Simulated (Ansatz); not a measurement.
## What a change does: single-point calculation on GeSi

System: GeSi (P6₃mc, 4 atoms in the cell).
Method of the first run: DFT r2SCAN, scalar-relativistic, plane waves, PAW, no spin polarisation (Ansatz 0.2.0).

The structure derives from a Materials Project entry. Text and figures count atoms from 1; the logs count them from 0 in places.

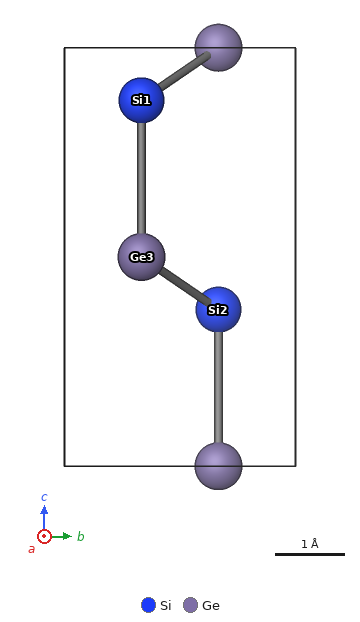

The structure as given in the input (ball-and-stick view of the cell of the calculation, along the a axis; atoms are numbered from 1 in the order of the input). An atom can appear more than once, as a periodic image.

**Input, the first run**
```yaml
crystal:
  lattice:
    - [3.9044512986, 0.0, 0.0]
    - [-1.9522256493, 3.3813540124, 0.0]
    - [0.0, 0.0, 6.12824385]
  atoms:
    - { symbol: Si, position: [0.6666666667, 0.3333333333, 0.874607] }
    - { symbol: Si, position: [0.3333333333, 0.6666666667, 0.374607] }
    - { symbol: Ge, position: [0.6666666667, 0.3333333333, 0.500392] }
    - { symbol: Ge, position: [0.3333333333, 0.6666666667, 0.000392] }
basis:
  ecutwfc: 500
kpoints:
  mp_grid: { grid: [12, 12, 4] }
hamiltonian:
  xc: r2scan
scf:
  occupations: { method: gaussian, width: 0.05 }
output:
  forces: true
  stress: true
  eigenvalues: true
```

Launched with:
```bash
ansatz run input.yaml --threads 1 --pin off --max-ram 2560MiB --backend cpu --events-out ev --progress --plain --runs-dir out
```

Hardware: 1 thread of Intel Xeon (Granite Rapids), 32 GiB of memory available, shared host.

**Output, shortened to warnings, some set-up lines, iterations and results (the first run)**
```
Basis set: ecut = 500 eV, 2045 PW (Γ), exchange–correlation on 120×120×180 points (64 copies of the dense FFT grid, shifted against one another)
Symmetry: 12 space group operations
k-points: 57 of 576 (time reversal used)
Initial density: superposition of atomic densities (neutral atoms: chi_scale 0, normalization atom), corrected by the library's trained network
[...]
SCF iter   1: F=—  HF=-9883.629365 eV  |F-HF|=—  |Δ(HF+E_count)|=         —  Δρ=5.90e-3  dr2=2.71e-2  dr2_τ=1.96e-2  ethr=1.77e-3  ⟨swp⟩=6.0  Hψ=6029  notcnv=0
SCF iter   2: F=—  HF=-9883.655335 eV  |F-HF|=—  |Δ(HF+E_count)|=   2.60e-2  Δρ=2.49e-3  dr2=4.28e-3  dr2_τ=5.08e-5  ethr=7.53e-5  ⟨swp⟩=2.0  Hψ=2965  notcnv=0
SCF iter   3: F=—  HF=-9883.654760 eV  |F-HF|=—  |Δ(HF+E_count)|=   5.75e-4  Δρ=1.54e-3  dr2=1.50e-3  dr2_τ=1.22e-5  ethr=1.19e-5  ⟨swp⟩=2.0  Hψ=2258  notcnv=0
SCF iter   4: F=—  HF=-9883.654638 eV  |F-HF|=—  |Δ(HF+E_count)|=   1.21e-4  Δρ=1.86e-4  dr2=2.76e-5  dr2_τ=1.96e-7  ethr=4.17e-6  ⟨swp⟩=2.0  Hψ=1585  notcnv=0
SCF iter   5: F=—  HF=-9883.654640 eV  |F-HF|=—  |Δ(HF+E_count)|=   1.43e-6  Δρ=4.16e-5  dr2=2.07e-6  dr2_τ=1.84e-8  ethr=7.66e-8  ⟨swp⟩=2.0  Hψ=2225  notcnv=0
SCF iter   6: F=-9883.654640 eV  HF=-9883.654640 eV  |F-HF|=1.03e-8  |Δ(HF+E_count)|=   2.39e-7  Δρ=8.24e-6  dr2=6.57e-8  dr2_τ=1.50e-9  ethr=2.78e-10  ⟨swp⟩=3.4  Hψ=5868  …
SCF 1 converged in 6 iterations: F = -9883.654640 eV  dr2 = 6.57e-8
SCF converged after 6 iterations
Free energy (F): -9883.654640 eV
Harris-Foulkes:  -9883.654640 eV  (|F-HF|=1.03e-8)
Internal energy: -9883.654640 eV  (E = F + TS)
E sigma→0 (E₀):  -9883.654640 eV
Entropy (-TS):   -0.000000 eV (-0.000 meV/atom)
Fermi energy:    8.397862 eV
--- Per-component energies (eV) ---
  E_band       = -303.262929
  E_kinetic    = 306.752932
  E_local      = -5236.528721  (includes V_loc(G=0)·N_el)
  E_nonlocal   = 891.865304
  E_hartree    = 2309.722726
  E_xc         = -243.154306
  E_vxc        = -237.973212  (∫ρ·V_xc dr)
  E_paw        = -5108.308645  (= ΣΔE_a)
  E_vpaw       = -658.407773  (= ΣTr[D̂ρ^β])
  E_aug_tail   = 0.000047  (compensation charges beyond the density's cutoff)
  E_vtau       = 11.593503  (kinetic-family band-sum trace: ∫τ·v_τ [+ j·A + Jᵃ·Aᵃ] dr)
  E_ewald      = -2801.679580
  E_core_change = -2.324397  (= ΣΔE_core)
  E_smearing   = -0.000000  (= −TS)
  E_closure    = 0.000000  (closes the sum)
  Σ components = -9883.654640   (vs F -9883.654640, Δ=0.00e0)
--- Forces (eV/Å), atoms counted from 1 ---
  atom   1  Si     0.00000000     0.00000000     0.68113139
  atom   2  Si     0.00000000    -0.00000000     0.68113139
  atom   3  Ge    -0.00000000     0.00000000    -0.68114817
  atom   4  Ge    -0.00000000    -0.00000000    -0.68114817
  max |Σ_I F_I| component: 3.35e-5 eV/Å
--- Stress (GPa, compression-positive) ---
        0.702940       0.000000       0.000000
        0.000000       0.702940      -0.000000
        0.000000       0.000000      14.660849
  P = ⅓ Tr σ = 5.3556 GPa (53.556 kbar)
```

The second run used a changed input.

**The two runs side by side**

| quantity | the first run | the second run |
| --- | --- | --- |
| outcome | converged | converged |
| free energy per atom (eV) | −2470.9137 | −2470.9484 |
| gap on the mesh (eV) | 0.30 | 0.49 |
| pressure (GPa) | 5.36 | 2.41 |
| volume per atom (Å³) | 20.23 | 20.76 |
| largest force (eV/Å) | 0.681 | 0.268 |
| SCF iterations | 6 | 6 |
| irreducible k-points | 57 | 57 |
| plane waves at Γ | 2045 | 2093 |
| wall time (shared host) | 9.1 s | 8.9 s |

What was changed in the input?

The change (lines with − go, lines with + come):
```diff
-    - [0.0, 0.0, 6.12824385]
+    - [0.0, 0.0, 6.289513425]
```

With the same functional and potentials, the second run lies 34.7 meV per atom lower. The gap on the mesh goes from 0.30 to 0.49 eV. The pressure goes from 5.36 to 2.41 GPa. The largest force goes from 0.681 to 0.268 eV/Å. The volume per atom goes from 20.23 to 20.76 Å³. The number of SCF iterations is the same. The plane waves at Γ go from 2045 to 2093.

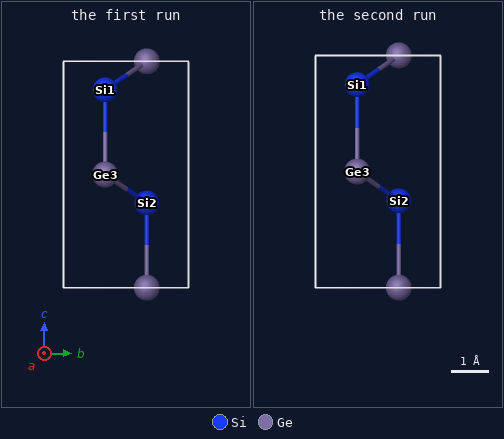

The two input geometries at one scale (ball-and-stick view of the cell of the calculation, along the a axis). The atoms keep their places relative to the cell (all moves are under 0.005 Å). Cell: a = b stay at 3.904 Å, c 6.128 → 6.290 Å (+2.6 %). Volume +2.6 %. Among the contacts that change: Ge–Si 2.293 → 2.354 Å, Ge–Si 2.382 → 2.389 Å.

**Output, shortened to warnings, some set-up lines, iterations and results (the second run)**
```
Basis set: ecut = 500 eV, 2093 PW (Γ), exchange–correlation on 120×120×192 points (64 copies of the dense FFT grid, shifted against one another)
Symmetry: 12 space group operations
k-points: 57 of 576 (time reversal used)
Initial density: superposition of atomic densities (neutral atoms: chi_scale 0, normalization atom), corrected by the library's trained network
[...]
SCF iter   1: F=—  HF=-9883.771805 eV  |F-HF|=—  |Δ(HF+E_count)|=         —  Δρ=5.72e-3  dr2=2.58e-2  dr2_τ=1.75e-2  ethr=1.77e-3  ⟨swp⟩=6.1  Hψ=6024  notcnv=0
SCF iter   2: F=—  HF=-9883.794201 eV  |F-HF|=—  |Δ(HF+E_count)|=   2.24e-2  Δρ=2.28e-3  dr2=3.79e-3  dr2_τ=4.60e-5  ethr=7.15e-5  ⟨swp⟩=2.0  Hψ=2965  notcnv=0
SCF iter   3: F=—  HF=-9883.793561 eV  |F-HF|=—  |Δ(HF+E_count)|=   6.39e-4  Δρ=1.42e-3  dr2=1.27e-3  dr2_τ=1.10e-5  ethr=1.05e-5  ⟨swp⟩=2.9  Hψ=2561  notcnv=0
SCF iter   4: F=—  HF=-9883.793420 eV  |F-HF|=—  |Δ(HF+E_count)|=   1.42e-4  Δρ=1.96e-4  dr2=2.28e-5  dr2_τ=1.67e-7  ethr=3.52e-6  ⟨swp⟩=2.0  Hψ=1600  notcnv=0
SCF iter   5: F=—  HF=-9883.793422 eV  |F-HF|=—  |Δ(HF+E_count)|=   2.46e-6  Δρ=3.92e-5  dr2=1.65e-6  dr2_τ=1.31e-8  ethr=6.34e-8  ⟨swp⟩=2.0  Hψ=2081  notcnv=0
SCF iter   6: F=-9883.793422 eV  HF=-9883.793422 eV  |F-HF|=8.31e-10  |Δ(HF+E_count)|=   7.13e-9  Δρ=7.10e-6  dr2=5.04e-8  dr2_τ=1.01e-9  ethr=2.78e-10  ⟨swp⟩=3.2  Hψ=5366  …
SCF 1 converged in 6 iterations: F = -9883.793422 eV  dr2 = 5.04e-8
SCF converged after 6 iterations
Free energy (F): -9883.793422 eV
Harris-Foulkes:  -9883.793422 eV  (|F-HF|=8.31e-10)
Internal energy: -9883.793422 eV  (E = F + TS)
E sigma→0 (E₀):  -9883.793422 eV
Fermi energy:    8.142848 eV
--- Per-component energies (eV) ---
  E_band       = -313.210546
  E_kinetic    = 304.829785
  E_local      = -5270.575519  (includes V_loc(G=0)·N_el)
  E_nonlocal   = 891.218715
  E_hartree    = 2322.370656
  E_xc         = -242.243883
  E_vxc        = -236.723181  (∫ρ·V_xc dr)
  E_paw        = -5108.182087  (= ΣΔE_a)
  E_vpaw       = -658.241252  (= ΣTr[D̂ρ^β])
  E_aug_tail   = 0.000039  (compensation charges beyond the density's cutoff)
  E_vtau       = 11.549448  (kinetic-family band-sum trace: ∫τ·v_τ [+ j·A + Jᵃ·Aᵃ] dr)
  E_ewald      = -2778.886730
  E_core_change = -2.324397  (= ΣΔE_core)
  E_smearing   = -0.000000  (= −TS)
  E_closure    = 0.000000  (closes the sum)
  Σ components = -9883.793422   (vs F -9883.793422, Δ=0.00e0)
--- Forces (eV/Å), atoms counted from 1 ---
  atom   1  Si     0.00000000     0.00000000     0.26788569
  atom   2  Si     0.00000000    -0.00000000     0.26788569
  atom   3  Ge     0.00000000     0.00000000    -0.26789324
  atom   4  Ge    -0.00000000    -0.00000000    -0.26789324
  max |Σ_I F_I| component: 1.51e-5 eV/Å
--- Stress (GPa, compression-positive) ---
        0.346362       0.000000       0.000000
       -0.000000       0.346362       0.000000
        0.000000       0.000000       6.529549
  P = ⅓ Tr σ = 2.4074 GPa (24.074 kbar)
```
